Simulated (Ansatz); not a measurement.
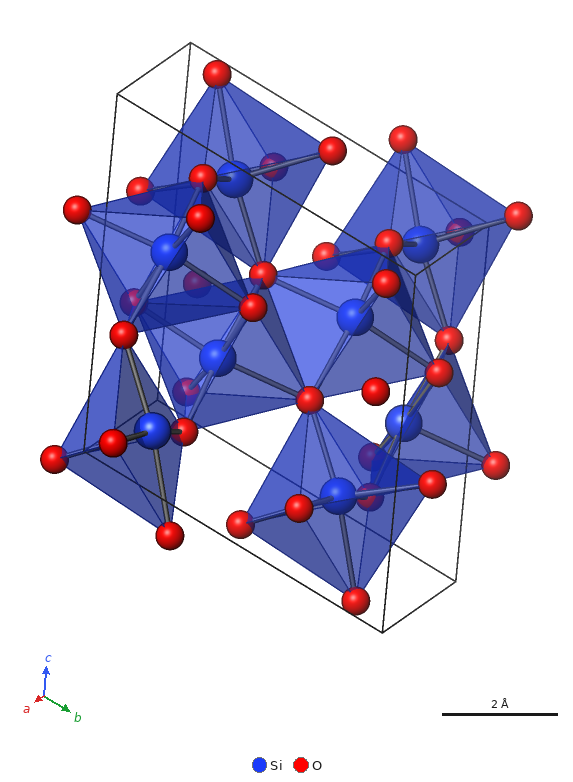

The structure as given in the input (polyhedral view of the reduced cell, seen slightly off an axis; polyhedra are completed across the faces of the cell). An atom can appear more than once, as a periodic image.

## Si8O15 (charge −2): geometry relaxation (part 1 of 3)

The run: geometry relaxation of Si8O15 (defect cell, 23 atoms in the cell, total charge −2). Method and program: DFT PBEsol, scalar-relativistic, plane waves, PAW, PAW set soft_1, no spin polarisation (Ansatz 0.2.0).

The structure derives from an entry of the Crystallography Open Database. It belongs to a series of runs on one base structure; here: end point B relaxed.

Input:
```yaml
crystal:
  lattice:
    - [0.0, 5.0462, 4.4946]
    - [4.097, 0.0, 4.4946]
    - [4.097, 5.0462, 0.0]
  atoms:
    - { symbol: Si, position: [0.2011, 0.0489, 0.9511] }
    - { symbol: Si, position: [0.2989, 0.4511, 0.0489] }
    - { symbol: Si, position: [0.7989, 0.9511, 0.0489] }
    - { symbol: Si, position: [0.2011, 0.0489, 0.4511] }
    - { symbol: O, position: [0.40475, 0.51385, 0.21975] }
    - { symbol: O, position: [0.26385, 0.15475, 0.61165] }
    - { symbol: O, position: [0.36165, 0.71975, 0.51385] }
    - { symbol: O, position: [0.46975, 0.11165, 0.15475] }
    - { symbol: O, position: [0.09525, 0.98615, 0.28025] }
    - { symbol: O, position: [0.23615, 0.34525, 0.88835] }
    - { symbol: O, position: [0.13835, 0.78025, 0.98615] }
    - { symbol: O, position: [0.03025, 0.38835, 0.34525] }
    - { symbol: Si, position: [0.7011, 0.5489, 0.4511] }
    - { symbol: Si, position: [0.7989, 0.9511, 0.5489] }
    - { symbol: Si, position: [0.2989, 0.4511, 0.5489] }
    - { symbol: Si, position: [0.7011, 0.5489, 0.9511] }
    - { symbol: O, position: [0.90475, 0.01385, 0.71975] }
    - { symbol: O, position: [0.76385, 0.65475, 0.11165] }
    - { symbol: O, position: [0.86165, 0.21975, 0.01385] }
    - { symbol: O, position: [0.59525, 0.48615, 0.78025] }
    - { symbol: O, position: [0.73615, 0.84525, 0.38835] }
    - { symbol: O, position: [0.63835, 0.28025, 0.48615] }
    - { symbol: O, position: [0.96975, 0.61165, 0.65475] }
total_charge: -2
basis:
  ecutwfc: 420.0
kpoints:
  mp_grid: { grid: [3, 3, 3] }
hamiltonian:
  xc: pbesol
  pseudopotentials: { kind: paw, azcp: { folder: soft_1 } }
scf:
  occupations: { method: gaussian, width: 0.02 }
  lower_state_search: "off"
relax:
  f_tol: 0.03
  max_steps: 60
  adjacent_minimum: "off"
output:
  write_density: true
  write_potential: true
  elf: true
  volumetric_format: npy
```

Hardware: 2 threads of Intel Xeon (Sapphire Rapids), 192 GiB of memory available, shared host.

Launch command:
```bash
ansatz run input.yaml --threads 2 --pin off --max-ram 5120MiB --backend cpu --events-out ev --progress --plain --runs-dir out
```

What the program printed:
```
Warning: [file] the record states the generating functional pbe (its physics header spells it `PBE`), which answers neither for hamiltonian.xc's functional nor for the pbesol family's — results may be inconsistent (PPs are generated against a specific XC)
Warning: [file] the record states the generating functional pbe (its physics header spells it `PBE`), which answers neither for hamiltonian.xc's functional nor for the pbesol family's — results may be inconsistent (PPs are generated against a specific XC)
Engine: ansatz 0.2.0, x86_64-unknown-linux-gnu
Pseudopotentials: kind: paw
Pseudopotential: Si, paw, valence charge 4, recommended cutoff 420 eV (normal), [file]
Pseudopotential: O, paw, valence charge 6, recommended cutoff 420 eV (normal), [file]
Functional definition: PBEsol
  exchange = pbesol_x
  correlation = pbesol_c
Crystal: 23 atoms, lattice volume = 185.845 Å³
Basis set: ecut = 420 eV, 3627 PW (Γ), exchange–correlation on 96×90×90 points (8 copies of the dense FFT grid, shifted against one another)
Bands: 85, of which v1, the nominal top of the filled ones, is band 62 counted from 1 (61 counted from 0)
Symmetry: 1 space group operations
Space group: P1 (ITA 1), of the structure as read, at distance tolerance 5.7e-5 Å
k-points: 14 of 27 (time reversal used)
Non-local potential: Si, projectors of the file, l = 0: 2, l = 1: 2, l = 2: 1
Non-local potential: O, projectors of the file, l = 0: 2, l = 1: 2, l = 2: 1
PAW form: soft (Blöchl's): semilocal exchange-correlation on the pseudo side does not see the compensation charge
PAW frozen core: Si, regenerated for the run's functional, and the local potential with it (the file was generated under x = pbe(κ = 0.804, μ = 0.2195149727645171), c = pbe(β = 0.06672455060314922))
PAW frozen core: O, regenerated for the run's functional, and the local potential with it (the file was generated under x = pbe(κ = 0.804, μ = 0.2195149727645171), c = pbe(β = 0.06672455060314922))
PAW one-centre angular grid: Si, 110 points (default); XC on 64 Gauss nodes
PAW one-centre angular grid: O, 110 points (default); XC on 64 Gauss nodes
Initial density: superposition of atomic densities (chi_scale 0.1, normalization cell, long waves kept (reshape's long-wave potential 0.10 eV rms))
Initial wavefunctions: pseudopotential atomic-orbital guess
Functional: x = pbesol(κ = 0.804, μ = 0.12345679012345678), c = pbesol(β = 0.046)
SCF iter   1: F=—  HF=-13378.692690 eV  |F-HF|=—  |Δ(HF+E_count)|=         —  Δρ=9.80e-2  dr2=1.88e1  ethr=3.10e-3  ⟨swp⟩=6.9  Hψ=5711  notcnv=0  defer=125
preconditioner: auto → Resta (q_TF=auto, 2.550 Å⁻¹)  ε∞=3.7  [insulator: Δε(μ)=0.530 eV  Ē_g=18.374 eV  σ=0.020 eV  W_gap=1.00  n_scr=60 (ndim 8)  ℏωp=30.3 eV  f_vac=0.000  D(μ)=0.00/eV (n_scr^D=0)  ε∞_Penn≈3.7]
SCF iter   2: F=—  HF=-13374.719089 eV  |F-HF|=—  |Δ(HF+E_count)|=    3.97e0  Δρ=4.19e-2  dr2=2.69e0  ethr=3.10e-3  ⟨swp⟩=3.0  Hψ=2327  notcnv=0  defer=231
SCF iter   3: F=—  HF=-13374.305561 eV  |F-HF|=—  |Δ(HF+E_count)|=   4.14e-1  Δρ=1.49e-2  dr2=2.75e-1  ethr=2.17e-3  ⟨swp⟩=4.0  Hψ=1779  notcnv=0  defer=231
SCF iter   4: F=—  HF=-13374.287021 eV  |F-HF|=—  |Δ(HF+E_count)|=   1.85e-2  Δρ=3.71e-3  dr2=1.71e-2  ethr=2.22e-4  ⟨swp⟩=3.3  Hψ=2255  notcnv=0  defer=241
SCF iter   5: F=—  HF=-13374.288928 eV  |F-HF|=—  |Δ(HF+E_count)|=   1.91e-3  Δρ=1.08e-3  dr2=1.94e-3  ethr=1.38e-5  ⟨swp⟩=2.7  Hψ=1782  notcnv=0  defer=241
SCF iter   6: F=—  HF=-13374.289098 eV  |F-HF|=—  |Δ(HF+E_count)|=   1.70e-4  Δρ=3.61e-4  dr2=2.21e-4  ethr=1.56e-6  ⟨swp⟩=2.0  Hψ=1507  notcnv=0  defer=241
SCF iter   7: F=—  HF=-13374.289160 eV  |F-HF|=—  |Δ(HF+E_count)|=   6.21e-5  Δρ=2.41e-4  dr2=9.36e-5  ethr=1.78e-7  ⟨swp⟩=2.0  Hψ=1681  notcnv=0  defer=241
SCF iter   8: F=-13374.289147 eV  HF=-13374.289147 eV  |F-HF|=3.80e-7  |Δ(HF+E_count)|=   1.33e-5  Δρ=4.18e-5  dr2=2.74e-6  ethr=1.81e-8  ⟨swp⟩=9.6  Hψ=9224  notcnv=0
SCF 1 converged in 8 iterations: F = -13374.289147 eV  dr2 = 2.74e-6
  greatest PAW one-centre occupation: 0.869 electrons in one spin orbital (limit 2), on the O atom at site 22 (counted from 0), in its partial waves of l = 0
relax step   1: F+E_penalty+E_count = -13374.28914675 eV  Δ(F+E_penalty+E_count) = +0.000e0 eV  max|allowed force component| = 2.883e0 eV/Å  Δτ_max = 0.0000 Å  (8 SCF iters, dr2 threshold 2.25e-5 eV, accepted)
Initial density: handed on by an earlier stage of this run
Initial wavefunctions: those handed on with the density
iter 1 solved again at ethr=2.17e-4 eV; its pass at ethr=3.10e-3 eV (dr2=2.69e-1 eV) is discarded
SCF iter   1: F=—  HF=-13375.541489 eV  |F-HF|=—  |Δ(HF+E_count)|=         —  Δρ=1.21e-2  dr2=2.69e-1  ethr=2.17e-4  ⟨swp⟩=1.1  Hψ=4669  notcnv=0  defer=237
preconditioner: auto → Resta (q_TF=auto, 2.550 Å⁻¹)  ε∞=3.9  [insulator: Δε(μ)=0.349 eV  Ē_g=17.867 eV  σ=0.020 eV  W_gap=1.00  n_scr=60 (ndim 8)  ℏωp=30.3 eV  f_vac=0.000  D(μ)=0.00/eV (n_scr^D=0)  ε∞_Penn≈3.9]
SCF iter   2: F=—  HF=-13375.486157 eV  |F-HF|=—  |Δ(HF+E_count)|=   5.53e-2  Δρ=5.55e-3  dr2=3.32e-2  ethr=2.17e-4  ⟨swp⟩=3.2  Hψ=1574  notcnv=0  defer=237
SCF iter   3: F=—  HF=-13375.478910 eV  |F-HF|=—  |Δ(HF+E_count)|=   7.25e-3  Δρ=1.99e-3  dr2=5.14e-3  ethr=2.68e-5  ⟨swp⟩=3.0  Hψ=1948  notcnv=0  defer=237
SCF iter   4: F=—  HF=-13375.477808 eV  |F-HF|=—  |Δ(HF+E_count)|=   1.10e-3  Δρ=5.24e-4  dr2=3.71e-4  ethr=4.14e-6  ⟨swp⟩=2.6  Hψ=1668  notcnv=0  defer=237
SCF iter   5: F=—  HF=-13375.477752 eV  |F-HF|=—  |Δ(HF+E_count)|=   5.60e-5  Δρ=1.19e-4  dr2=2.88e-5  ethr=8.06e-8  ⟨swp⟩=10.1  Hψ=9265  notcnv=0
SCF iter   6: F=-13375.477743 eV  HF=-13375.477752 eV  |F-HF|=9.19e-6  |Δ(HF+E_count)|=   8.22e-8  Δρ=8.43e-5  dr2=1.18e-5  ethr=2.32e-8  ⟨swp⟩=11.1  Hψ=9878  notcnv=0
SCF 2 converged in 6 iterations: F = -13375.477743 eV  dr2 = 1.18e-5
  greatest PAW one-centre occupation: 0.870 electrons in one spin orbital (limit 2), on the O atom at site 22 (counted from 0), in its partial waves of l = 0
relax step   2: F+E_penalty+E_count = -13375.47774284 eV  Δ(F+E_penalty+E_count) = -1.189e0 eV  max|allowed force component| = 1.971e0 eV/Å  Δτ_max = 0.0942 Å  (6 SCF iters, dr2 threshold 1.00e-4 eV, accepted)
iter 1 solved again at ethr=8.57e-4 eV; its pass at ethr=3.10e-3 eV (dr2=1.06e0 eV) is discarded
SCF iter   1: F=—  HF=-13376.831780 eV  |F-HF|=—  |Δ(HF+E_count)|=         —  Δρ=2.63e-2  dr2=1.06e0  ethr=8.57e-4  ⟨swp⟩=1.0  Hψ=6234  notcnv=0  defer=213
preconditioner: auto → Resta (q_TF=auto, 2.550 Å⁻¹)  ε∞=3.9  [insulator: Δε(μ)=1.547 eV  Ē_g=17.696 eV  σ=0.020 eV  W_gap=1.00  n_scr=60 (ndim 8)  ℏωp=30.3 eV  f_vac=0.000  D(μ)=0.00/eV (n_scr^D=0)  ε∞_Penn≈3.9]
SCF iter   2: F=—  HF=-13376.569312 eV  |F-HF|=—  |Δ(HF+E_count)|=   2.62e-1  Δρ=1.26e-2  dr2=2.13e-1  ethr=8.57e-4  ⟨swp⟩=2.7  Hψ=1733  notcnv=0  defer=213
SCF iter   3: F=—  HF=-13376.511639 eV  |F-HF|=—  |Δ(HF+E_count)|=   5.77e-2  Δρ=4.07e-3  dr2=2.16e-2  ethr=1.72e-4  ⟨swp⟩=4.0  Hψ=2226  notcnv=0  defer=230
SCF iter   4: F=—  HF=-13376.506737 eV  |F-HF|=—  |Δ(HF+E_count)|=   4.90e-3  Δρ=8.65e-4  dr2=1.25e-3  ethr=1.74e-5  ⟨swp⟩=2.0  Hψ=1673  notcnv=0  defer=230
SCF iter   5: F=—  HF=-13376.506554 eV  |F-HF|=—  |Δ(HF+E_count)|=   1.83e-4  Δρ=3.23e-4  dr2=1.32e-4  ethr=1.01e-6  ⟨swp⟩=2.0  Hψ=1665  notcnv=0  defer=230
SCF iter   6: F=-13376.506525 eV  HF=-13376.506527 eV  |F-HF|=1.82e-6  |Δ(HF+E_count)|=   2.64e-5  Δρ=7.91e-5  dr2=9.17e-6  ethr=8.06e-8  ⟨swp⟩=10.0  Hψ=9592  notcnv=0
SCF 3 converged in 6 iterations: F = -13376.506525 eV  dr2 = 9.17e-6
[...]
relax step   3: F+E_penalty+E_count = -13376.50652529 eV  Δ(F+E_penalty+E_count) = -1.029e0 eV  max|allowed force component| = 1.947e0 eV/Å  Δτ_max = 0.1950 Å  (6 SCF iters, dr2 threshold 1.00e-4 eV, accepted)
preconditioner: auto → Resta (q_TF=auto, 2.550 Å⁻¹)  ε∞=3.9  [insulator: Δε(μ)=1.193 eV  Ē_g=17.693 eV  σ=0.020 eV  W_gap=1.00  n_scr=60 (ndim 8)  ℏωp=30.3 eV  f_vac=0.000  D(μ)=0.00/eV (n_scr^D=0)  ε∞_Penn≈3.9]
relax step   4: F+E_penalty+E_count = -13376.80687681 eV  Δ(F+E_penalty+E_count) = -3.004e-1 eV  max|allowed force component| = 3.818e-1 eV/Å  Δτ_max = 0.0757 Å  (6 SCF iters, dr2 threshold 1.00e-4 eV, accepted)
preconditioner: auto → Resta (q_TF=auto, 2.550 Å⁻¹)  ε∞=3.9  [insulator: Δε(μ)=1.273 eV  Ē_g=17.723 eV  σ=0.020 eV  W_gap=1.00  n_scr=60 (ndim 8)  ℏωp=30.3 eV  f_vac=0.000  D(μ)=0.00/eV (n_scr^D=0)  ε∞_Penn≈3.9]
  Residual-converged pass: ⟨swp⟩=1.0  Hψ=1246  notcnv=0  max |occ|·‖R‖ = 7.1e-9 eV (tolerance 1.0e-8 eV)  dr2=1.24e-6  dr2_onsite=8.41e-8  max |Δocc| = 0.0e0
relax step   5: F+E_penalty+E_count = -13376.84446172 eV  Δ(F+E_penalty+E_count) = -3.758e-2 eV  max|allowed force component| = 2.697e-1 eV/Å  Δτ_max = 0.0193 Å  (5 SCF iters, dr2 threshold 9.11e-6 eV, accepted)
preconditioner: auto → Resta (q_TF=auto, 2.550 Å⁻¹)  ε∞=4.0  [insulator: Δε(μ)=1.739 eV  Ē_g=17.659 eV  σ=0.020 eV  W_gap=1.00  n_scr=60 (ndim 8)  ℏωp=30.3 eV  f_vac=0.000  D(μ)=0.00/eV (n_scr^D=0)  ε∞_Penn≈4.0]
relax step   6: F+E_penalty+E_count = -13376.42552037 eV  Δ(F+E_penalty+E_count) = +4.189e-1 eV  max|allowed force component| = 1.332e0 eV/Å  Δτ_max = 0.1457 Å  (6 SCF iters, dr2 threshold 4.54e-6 eV, rejected (line search))
preconditioner: auto → Resta (q_TF=auto, 2.550 Å⁻¹)  ε∞=3.9  [insulator: Δε(μ)=1.562 eV  Ē_g=17.683 eV  σ=0.020 eV  W_gap=1.00  n_scr=60 (ndim 8)  ℏωp=30.3 eV  f_vac=0.000  D(μ)=0.00/eV (n_scr^D=0)  ε∞_Penn≈3.9]
relax step   7: F+E_penalty+E_count = -13376.87014275 eV  Δ(F+E_penalty+E_count) = -2.568e-2 eV  max|allowed force component| = 1.370e-1 eV/Å  Δτ_max = 0.0312 Å  (8 SCF iters, accepted)
preconditioner: auto → Resta (q_TF=auto, 2.550 Å⁻¹)  ε∞=3.9  [insulator: Δε(μ)=1.517 eV  Ē_g=17.707 eV  σ=0.020 eV  W_gap=1.00  n_scr=60 (ndim 8)  ℏωp=30.3 eV  f_vac=0.000  D(μ)=0.00/eV (n_scr^D=0)  ε∞_Penn≈3.9]
relax step   8: F+E_penalty+E_count = -13376.83518915 eV  Δ(F+E_penalty+E_count) = +3.495e-2 eV  max|allowed force component| = 4.011e-1 eV/Å  Δτ_max = 0.0529 Å  (5 SCF iters, dr2 threshold 4.84e-6 eV, rejected (line search))
preconditioner: auto → Resta (q_TF=auto, 2.550 Å⁻¹)  ε∞=3.9  [insulator: Δε(μ)=1.427 eV  Ē_g=17.709 eV  σ=0.020 eV  W_gap=1.00  n_scr=60 (ndim 8)  ℏωp=30.3 eV  f_vac=0.000  D(μ)=0.00/eV (n_scr^D=0)  ε∞_Penn≈3.9]
relax step   9: F+E_penalty+E_count = -13376.87489363 eV  Δ(F+E_penalty+E_count) = -4.751e-3 eV  max|allowed force component| = 8.783e-2 eV/Å  Δτ_max = 0.0264 Å  (7 SCF iters, accepted)
preconditioner: auto → Resta (q_TF=auto, 2.550 Å⁻¹)  ε∞=3.9  [insulator: Δε(μ)=1.432 eV  Ē_g=17.710 eV  σ=0.020 eV  W_gap=1.00  n_scr=60 (ndim 8)  ℏωp=30.3 eV  f_vac=0.000  D(μ)=0.00/eV (n_scr^D=0)  ε∞_Penn≈3.9]
relax step  10: F+E_penalty+E_count = -13376.87549029 eV  Δ(F+E_penalty+E_count) = -5.967e-4 eV  max|allowed force component| = 6.252e-2 eV/Å  Δτ_max = 0.0078 Å  (5 SCF iters, dr2 threshold 1.99e-6 eV, accepted)
preconditioner: auto → Resta (q_TF=auto, 2.550 Å⁻¹)  ε∞=3.9  [insulator: Δε(μ)=1.446 eV  Ē_g=17.710 eV  σ=0.020 eV  W_gap=1.00  n_scr=60 (ndim 8)  ℏωp=30.3 eV  f_vac=0.000  D(μ)=0.00/eV (n_scr^D=0)  ε∞_Penn≈3.9]
relax step  11: F+E_penalty+E_count = -13376.87632004 eV  Δ(F+E_penalty+E_count) = -8.297e-4 eV  max|allowed force component| = 2.209e-2 eV/Å  Δτ_max = 0.0043 Å  (4 SCF iters, dr2 threshold 1.61e-6 eV, accepted)
preconditioner: auto → Resta (q_TF=auto, 2.550 Å⁻¹)  ε∞=3.9  [insulator: Δε(μ)=1.438 eV  Ē_g=17.712 eV  σ=0.020 eV  W_gap=1.00  n_scr=60 (ndim 8)  ℏωp=30.3 eV  f_vac=0.000  D(μ)=0.00/eV (n_scr^D=0)  ε∞_Penn≈3.9]
relax step  12: F+E_penalty+E_count = -13376.87632018 eV  Δ(F+E_penalty+E_count) = -1.382e-7 eV  max|allowed force component| = 2.193e-2 eV/Å  Δτ_max = 0.0000 Å  (3 SCF iters, accepted)
```

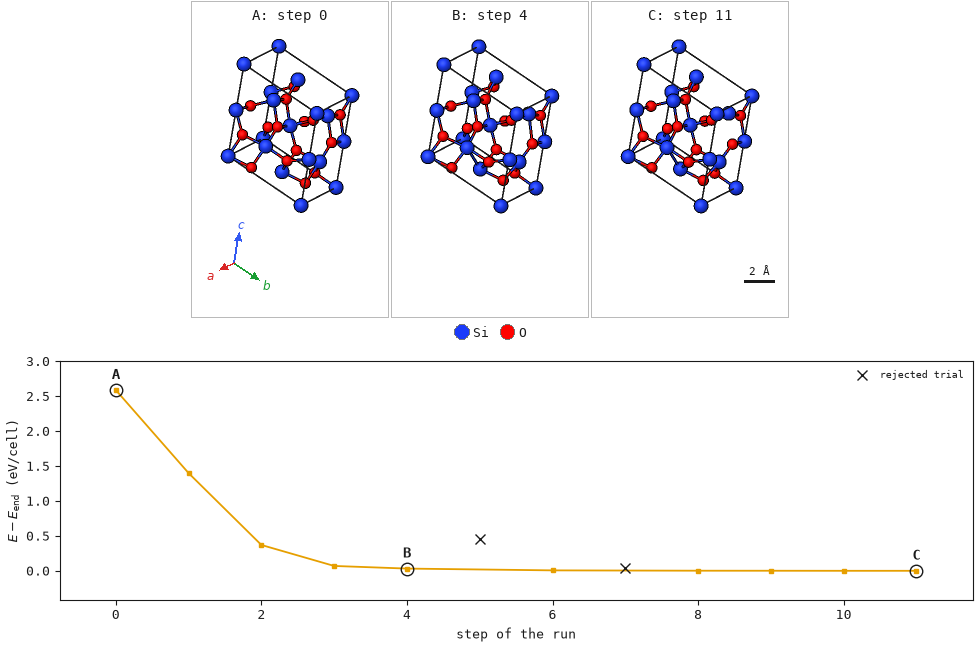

Frames of the relaxation (ball-and-stick view of the reduced cell (origin shifted), seen slightly off an axis) above the curves, on which the letters mark them (the first geometry is step 0 here and step 1 in the log).

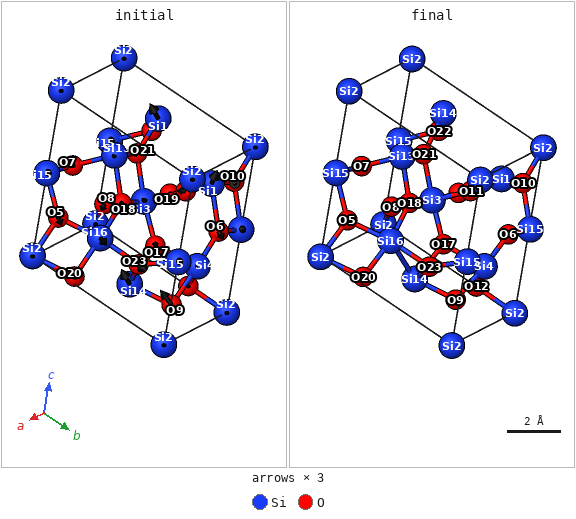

Before (left) and after (right) the relaxation, at one scale (ball-and-stick view of the reduced cell (origin shifted), seen slightly off an axis). The black arrows give the displacements, magnified 3 times. The largest move is that of Si14, 0.25 Å. By element the largest moves are Si 0.25 Å, O 0.24 Å. The cell doesn't change. Among the contacts that change: Si14–Si16 2.722 → 2.347 Å, Si1–O6 1.855 → 2.144 Å, Si1–O10 1.776 → 2.029 Å, Si14–O22 1.742 → 1.924 Å. Among the angles that change: O10–Si1–O11 171.0° → 153.9°, Si14–O23–Si16 97.1° → 80.2°, Si1–O10–Si2 130.7° → 117.7°. After 11 geometry steps the energy has fallen by 2.587 eV per cell of the calculation. The largest force component goes from 2.9 to 0.022 eV/Å. The line search rejected the trial steps at points 5, 7 (counted from 0) and went back. (Atoms are counted from 1 in the order of the input.)
